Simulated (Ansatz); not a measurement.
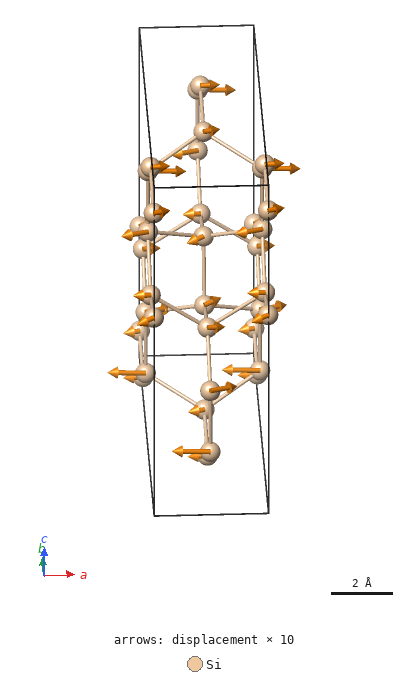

A relaxation of solid Si (set up in Cmcm). The starting structure is drawn; orange arrows show the displacements (the part carried along by the change of the cell is left out), 10 times their true length.

Style: ball-and-stick. Shown: the conventional cell (2 times the calculation's cell), from a free direction. Lengths and directions refer to the drawn axes.

Method: DFT LDA, scalar-relativistic, plane waves, PAW (Ansatz 0.2.0). Settings: plane-wave cutoff 420 eV; k-point mesh 8 × 8 × 2; occupations gaussian; smearing width 0.03 eV; no spin polarisation.

What happened in the run?

The largest moves relative to the cell, 0.13 Å, are those of Si atoms. The volume changes by −0.3 %, with a 3.800 → 3.758 Å (−1.1 %), b 10.642 → 10.684 Å (+0.4 %), c 12.571 → 12.698 Å (+1.0 %), α 90.0° → 88.2°, β 90.0° → 84.2°, γ 90.0° → 88.4°. Among the contacts that change: Si–Si 2.333 → 2.375 Å, Si–Si 2.333 → 2.304 Å, Si–Si 2.358 → 2.379 Å, Si–Si 2.333 → 2.352 Å. Bond angles that change, for instance: Si–Si–Si 111.0° → 122.4°, Si–Si–Si 111.0° → 100.7°, Si–Si–Si 111.0° → 119.6°. The space group (tolerance 0.01 Å) goes from Cmcm (No. 63) to P-1 (No. 2).
